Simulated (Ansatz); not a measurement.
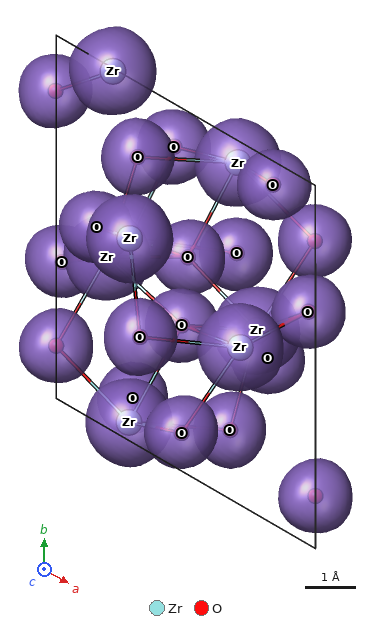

The picture shows: Zr₇O₁₆ (cell with a defect). Isosurface of the valence charge density (pseudo) at 1 e/Å³ (purple), seen along the c axis. Sticks mark near contacts.

Spin-polarised.

Theory: Ansatz, DFT PBEsol, scalar-relativistic, plane waves, PAW.

The density is the valence pseudo-density of a PAW calculation; it isn't the true density close to the nuclei.

**How is the density connected at this value?**

At this value the density breaks into separate islands; it holds about 65 % of the electrons treated as valence (semicore included). It bridges none of the near contacts. It is pinched off along the sampled Zr–O (2.06 Å), Zr–O (2.10 Å), Zr–O (2.14 Å) and Zr–O (2.19 Å) contacts. On the grid the lowest density along these lines, outside the cores, is 0.73 e/Å³ (Zr–O, 2.06 Å), 0.68 e/Å³ (Zr–O, 2.10 Å), 0.6 e/Å³ (Zr–O, 2.14 Å) and 0.53 e/Å³ (Zr–O, 2.19 Å).
